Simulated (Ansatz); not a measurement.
## WSe: a changed input and its effect

System: WSe (2 atoms in the cell).
Method of run A: DFT PBEsol, scalar-relativistic, plane waves, PAW, spin-polarised (Ansatz 0.2.0).

The structure was built on a prototype by a generator; it need not be a known phase. Text and figures count atoms from 1; the logs count them from 0 in places.

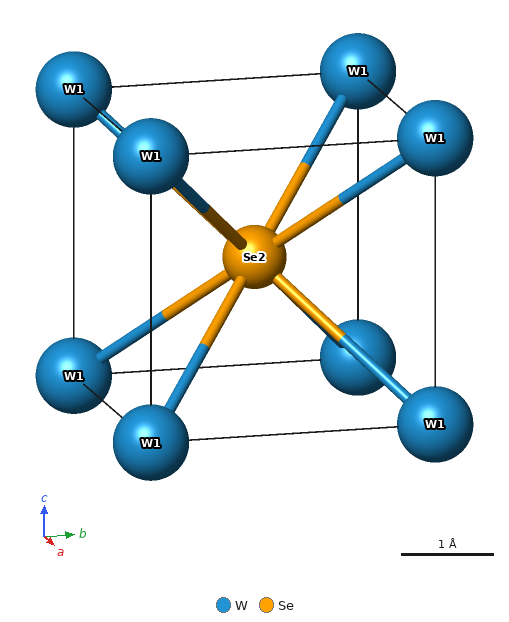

Figure 1. The input geometry (ball-and-stick view of the cell of the calculation, seen slightly off an axis; atoms are numbered from 1 in the order of the input). An atom can appear more than once, as a periodic image. Near neighbours in the periodic cell (some may lie outside the picture): W has 8 Se at 2.80 Å; Se has 8 W at 2.80 Å.

## The input, run A
```yaml
crystal:
  lattice:
    - [3.2319556321, 0.0, 0.0]
    - [0.0, 3.2319556321, 0.0]
    - [0.0, 0.0, 3.2319556321]
  atoms:
    - { symbol: W, position: [0.0, 0.0, 0.0], spin: 2.5 }
    - { symbol: Se, position: [0.5, 0.5, 0.5] }
basis:
  ecutwfc: 420
kpoints:
  mp_grid: { grid: [14, 14, 14] }
hamiltonian:
  xc: pbesol
scf:
  occupations: { method: gaussian, width: 0.1 }
  lower_state_search: "off"
output:
  forces: true
  stress: true
  eigenvalues: true
  populations: true
magnetization:
  spin_polarized: true
```

Launched with:
```bash
ansatz run input.yaml --threads 1 --pin off --max-ram 2560MiB --backend cpu --events-out ev --progress --plain --runs-dir out
```

Hardware: 1 thread of Intel Xeon @ 2.50GHz (Skylake/Cascade Lake), 189 GiB of memory available, shared host.

## Output, shortened to warnings, some set-up lines, iterations and results (run A)
```
WARN: the starting moments were not kept: the SCF closed with an absolute magnetisation of 1.8e-6 μB, where they sum to 2.5 μB in size (1 site). That is at most 0.1 of that sum. Measured as dr2_m measures the in/out step, that magnetisation stands 4.8e-13 eV from none, at or under the dr2_threshold of 1.0e-7 eV: it is no larger than a step whose dr2_m would equal this threshold. The system may …
Basis set: ecut = 420 eV, 691 PW (Γ), exchange–correlation on 48×48×48 points (8 copies of the dense FFT grid, shifted against one another)
Symmetry: 48 space group operations
k-points: 120 of 2744
Initial density: superposition of atomic densities (chi_scale 0.1, normalization cell)
[...]
SCF iter   1: F=—  HF=-15679.290539 eV  |F-HF|=—  |Δ(HF+E_count)|=         —  Δρ=7.15e-2 (↑7.15e-2 ↓6.44e-2)  dr2=1.95e-1  dr2_m=1.38e0  M=0.915 μB ∫|m|=0.987 μB  β_m=0.30  …
SCF iter   2: F=—  HF=-15679.466987 eV  |F-HF|=—  |Δ(HF+E_count)|=   1.76e-1  Δρ=5.37e-2 (↑5.37e-2 ↓4.87e-2)  dr2=1.19e-1  dr2_m=7.79e-1  M=0.759 μB ∫|m|=0.834 μB  β_m=0.30  …
SCF iter   3: F=—  HF=-15679.555623 eV  |F-HF|=—  |Δ(HF+E_count)|=   8.86e-2  Δρ=3.81e-2 (↑3.65e-2 ↓3.81e-2)  dr2=1.75e-3  dr2_m=4.30e-1  M=0.656 μB ∫|m|=0.728 μB  β_m=0.30  …
SCF iter   4: F=—  HF=-15679.622284 eV  |F-HF|=—  |Δ(HF+E_count)|=   6.67e-2  Δρ=2.89e-2 (↑2.88e-2 ↓2.89e-2)  dr2=6.09e-4  dr2_m=2.57e-1  M=0.544 μB ∫|m|=0.612 μB  β_m=0.30  …
SCF iter   5: F=—  HF=-15679.666224 eV  |F-HF|=—  |Δ(HF+E_count)|=   4.39e-2  Δρ=2.24e-2 (↑2.24e-2 ↓2.24e-2)  dr2=5.71e-5  dr2_m=1.56e-1  M=0.453 μB ∫|m|=0.517 μB  β_m=0.30  …
[... 8 lines ...]
SCF iter  14: F=—  HF=-15679.758286 eV  |F-HF|=—  |Δ(HF+E_count)|=   1.27e-6  Δρ=3.26e-5 (↑3.26e-5 ↓1.85e-5)  dr2=3.74e-7  dr2_m=1.58e-7  M=0.001 μB ∫|m|=0.001 μB  β_m=0.76  …
SCF iter  15: F=-15679.758286 eV  HF=-15679.758286 eV  |F-HF|=2.16e-9  |Δ(HF+E_count)|=   2.36e-7  Δρ=3.55e-6 (↑3.55e-6 ↓3.49e-6)  dr2=9.14e-10  dr2_m=3.65e-9  M=0.000 μB …
SCF iter  16: F=-15679.758286 eV  HF=-15679.758286 eV  |F-HF|=1.36e-10  |Δ(HF+E_count)|=   4.45e-9  Δρ=8.19e-7 (↑5.32e-7 ↓8.19e-7)  dr2=4.39e-11  dr2_m=1.25e-10  M=-0.000 μB …
SCF iter  17: F=-15679.758286 eV  HF=-15679.758286 eV  |F-HF|=5.46e-12  |Δ(HF+E_count)|=  2.00e-10  Δρ=6.11e-8 (↑6.11e-8 ↓5.84e-8)  dr2=1.16e-13  dr2_m=1.07e-12  M=-0.000 μB …
SCF 1 converged in 17 iterations: F = -15679.758286 eV  dr2 = 1.16e-13
SCF converged after 17 iterations
Magnetization: -0.0000 μB (15.0000 up, 15.0000 down)
Absolute magnetization: 0.0000 μB (∫|ρ↑−ρ↓|, with the PAW one-centre terms)
Spin contamination: 0.0000 ħ² per cell (⟨S²⟩ above its minimum at these occupations)
Per-site moments (μB) at R_I (Å): [(-1.1601738644753187e-6, 1.1545692185374021), (1.4205668379674683e-7, 1.1545692185374021)]
Free energy (F): -15679.758286 eV
Harris-Foulkes:  -15679.758286 eV  (|F-HF|=5.46e-12)
Internal energy: -15679.748658 eV  (E = F + TS)
E sigma→0 (E₀):  -15679.753472 eV
Entropy (-TS):   -0.009628 eV (-4.814 meV/atom)
Fermi energy:    18.251654 eV
--- Per-component energies (eV) ---
  E_band       = -391.617728
  E_kinetic    = 566.924208
  E_local      = -2539.165108  (includes V_loc(G=0)·N_el)
  E_nonlocal   = -585.265743
  E_hartree    = 1207.588787
  E_xc         = -367.166773
  E_vxc        = -335.141690  (∫ρ·V_xc dr)
  E_paw        = -10306.623542  (= ΣΔE_a)
  E_vpaw       = 85.853697  (= ΣTr[D̂ρ^β])
  E_aug_tail   = -0.000669  (compensation charges beyond the density's cutoff)
  E_ewald      = -3657.270060
  E_core_change = 1.230243  (= ΣΔE_core)
  E_smearing   = -0.009628  (= −TS)
  E_closure    = 0.000000  (closes the sum)
  Σ components = -15679.758286   (vs F -15679.758286, Δ=0.00e0)
--- Forces (eV/Å), atoms counted from 1 ---
  atom   1  W     -0.00000000    -0.00000000    -0.00000000
  atom   2  Se    -0.00000000    -0.00000000     0.00000000
  max |Σ_I F_I| component: 8.38e-31 eV/Å
--- Stress (GPa, compression-positive) ---
      -19.522425       0.000000       0.000000
       -0.000000     -19.522425       0.000000
        0.000000      -0.000000     -19.522425
  P = ⅓ Tr σ = -19.5224 GPa (-195.224 kbar)
--- Löwdin populations: 2 sites ---
  site symbol       q [e]    m [muB]
     0      W     13.8293    -0.0000
     1     Se     15.9553     0.0000
  spilling = 0.007178 (of n_electrons = 30.000000)
```

The input of run B differs as follows (lines with − go, lines with + come):
```diff
-    - { symbol: W, position: [0.0, 0.0, 0.0], spin: 2.5 }
+    - { symbol: W, position: [0.0, 0.0, 0.0] }
-  populations: true
-magnetization:
-  spin_polarized: true
```

What does this change do to the results?

The energy is the same within 0.01 meV per atom. The SCF takes 6 iterations against 17. On the same kind of shared host run B took about 0.17 times as long. The two runs start from different initial densities, which also moves the count.

## Output, shortened to warnings, some set-up lines, iterations and results (run B)
```
Basis set: ecut = 420 eV, 691 PW (Γ), exchange–correlation on 48×48×48 points (8 copies of the dense FFT grid, shifted against one another)
Symmetry: 48 space group operations
k-points: 120 of 2744
Initial density: superposition of atomic densities (neutral atoms: chi_scale 0, normalization atom), corrected by the library's trained network
[...]
SCF iter   1: F=—  HF=-15679.759353 eV  |F-HF|=—  |Δ(HF+E_count)|=         —  Δρ=4.42e-3  dr2=4.77e-3  ethr=1.77e-3  ⟨swp⟩=5.1  Hψ=9850  notcnv=0
SCF iter   2: F=—  HF=-15679.758497 eV  |F-HF|=—  |Δ(HF+E_count)|=   8.56e-4  Δρ=2.62e-3  dr2=1.66e-3  ethr=1.59e-5  ⟨swp⟩=2.0  Hψ=4524  notcnv=0
SCF iter   3: F=—  HF=-15679.758287 eV  |F-HF|=—  |Δ(HF+E_count)|=   2.10e-4  Δρ=5.77e-4  dr2=8.32e-5  ethr=5.55e-6  ⟨swp⟩=2.0  Hψ=2676  notcnv=0
SCF iter   4: F=—  HF=-15679.758286 eV  |F-HF|=—  |Δ(HF+E_count)|=   8.25e-7  Δρ=6.61e-5  dr2=5.77e-7  ethr=2.77e-7  ⟨swp⟩=2.0  Hψ=2718  notcnv=0
SCF iter   5: F=-15679.758286 eV  HF=-15679.758286 eV  |F-HF|=4.77e-8  |Δ(HF+E_count)|=   1.08e-7  Δρ=1.34e-5  dr2=6.02e-8  ethr=1.92e-9  ⟨swp⟩=2.1  Hψ=3766  notcnv=0
SCF iter   6: F=-15679.758286 eV  HF=-15679.758286 eV  |F-HF|=1.11e-10  |Δ(HF+E_count)|=   8.51e-9  Δρ=1.58e-6  dr2=3.32e-10  ethr=2.01e-10  ⟨swp⟩=2.9  Hψ=8355  notcnv=0
SCF 1 converged in 6 iterations: F = -15679.758286 eV  dr2 = 3.32e-10
SCF converged after 6 iterations
Free energy (F): -15679.758286 eV
Harris-Foulkes:  -15679.758286 eV  (|F-HF|=1.11e-10)
Internal energy: -15679.748658 eV  (E = F + TS)
E sigma→0 (E₀):  -15679.753472 eV
Entropy (-TS):   -0.009628 eV (-4.814 meV/atom)
Fermi energy:    18.251653 eV
--- Per-component energies (eV) ---
  E_band       = -391.617194
  E_kinetic    = 566.924266
  E_local      = -2539.165064  (includes V_loc(G=0)·N_el)
  E_nonlocal   = -585.265516
  E_hartree    = 1207.588678
  E_xc         = -367.166769
  E_vxc        = -335.141686  (∫ρ·V_xc dr)
  E_paw        = -10306.623768  (= ΣΔE_a)
  E_vpaw       = 85.854454  (= ΣTr[D̂ρ^β])
  E_aug_tail   = -0.000669  (compensation charges beyond the density's cutoff)
  E_ewald      = -3657.270060
  E_core_change = 1.230243  (= ΣΔE_core)
  E_smearing   = -0.009628  (= −TS)
  E_closure    = 0.000000  (closes the sum)
  Σ components = -15679.758286   (vs F -15679.758286, Δ=0.00e0)
--- Forces (eV/Å), atoms counted from 1 ---
  atom   1  W      0.00000000     0.00000000     0.00000000
  atom   2  Se     0.00000000    -0.00000000     0.00000000
  max |Σ_I F_I| component: 6.31e-30 eV/Å
--- Stress (GPa, compression-positive) ---
      -19.522422      -0.000000       0.000000
        0.000000     -19.522422       0.000000
        0.000000      -0.000000     -19.522422
  P = ⅓ Tr σ = -19.5224 GPa (-195.224 kbar)
```

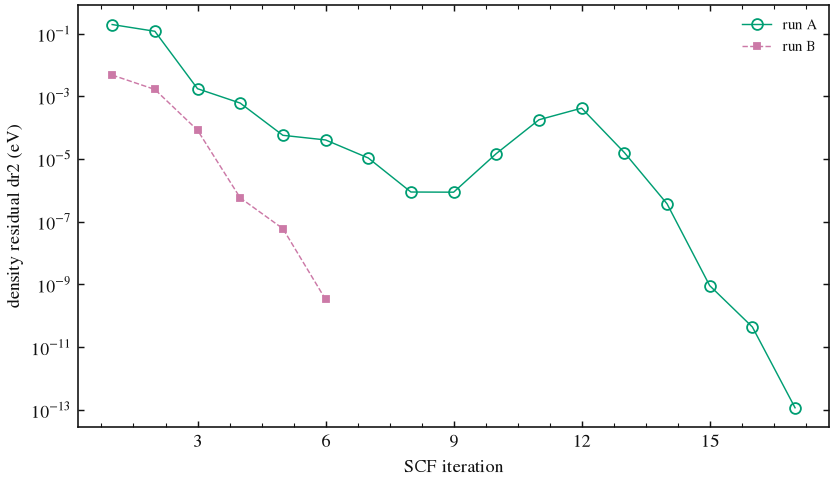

Figure 2. Convergence of the two runs: density residual dr2 against the SCF iteration. Run A takes 17 iterations in all, and run B takes 6.

## The two runs side by side

| quantity | run A | run B |
| --- | --- | --- |
| outcome | converged | converged |
| free energy per atom (eV) | −7839.8791 | −7839.8791 |
| energy per atom, smearing taken to zero (eV) | −7839.8767 | −7839.8767 |
| gap on the mesh (eV) | 0.00 | 0.00 |
| net moment of the cell (μB) | 0.00 | – |
| absolute moment of the cell (μB) | 0.00 | – |
| pressure (GPa) | −19.52 | −19.52 |
| largest force (eV/Å) | 0.000 | 0.000 |
| SCF iterations | 17 | 6 |
| irreducible k-points | 120 | 120 |
| plane waves at Γ | 691 | 691 |
| wall time (shared host) | 43 s | 7.5 s |

For both runs: Spin–orbit coupling is left out, which matters for W. The cell is under a tension of 19.5 GPa at this level, so it is not at its equilibrium volume. For run A: Warnings: some starting moments were not kept.
